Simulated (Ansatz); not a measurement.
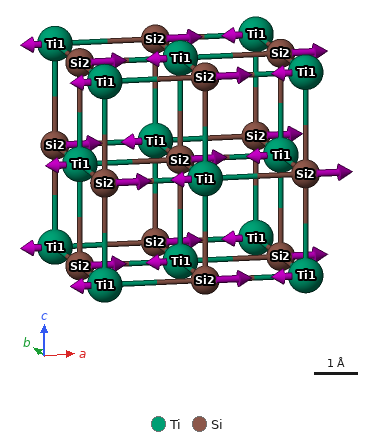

The lowest optical mode of crystalline TiSi (a generated structure) at a fixed volume, space group Fm-3m (No. 225), at the zone centre. Displacements are drawn as purple arrows; their common scale and sign are arbitrary. The picture is a ball-and-stick view of the conventional cell (4 times the calculation's cell), seen slightly off an axis. Lengths and directions refer to the drawn axes.

All numbers below come from DFT PBEsol, scalar-relativistic, plane waves, PAW in Ansatz 0.2.0. Settings: plane-wave cutoff 420 eV; k-point mesh 16 × 16 × 16; occupations fermi dirac; smearing width 0.15 eV; no spin polarisation.

The frequencies depend somewhat on the k-mesh and the smearing.

Is this crystal at a minimum with respect to the drawn distortion?

Yes: this softest mode has a real frequency, and so have all others here. That speaks for this wave vector alone: the rest of the zone wasn't checked in this run. This is the T₁u mode (triply degenerate; one member of the set is drawn) at 486 cm⁻¹, the only optical level, infrared-active by symmetry. The Si sublattice moves against the Ti sublattice, along a; it stretches the shortest Si–Ti bonds (2.42 Å); the kinetic energy is shared as Si 63 %, Ti 37 %. The crystal is a metal, so free carriers screen the infrared response.
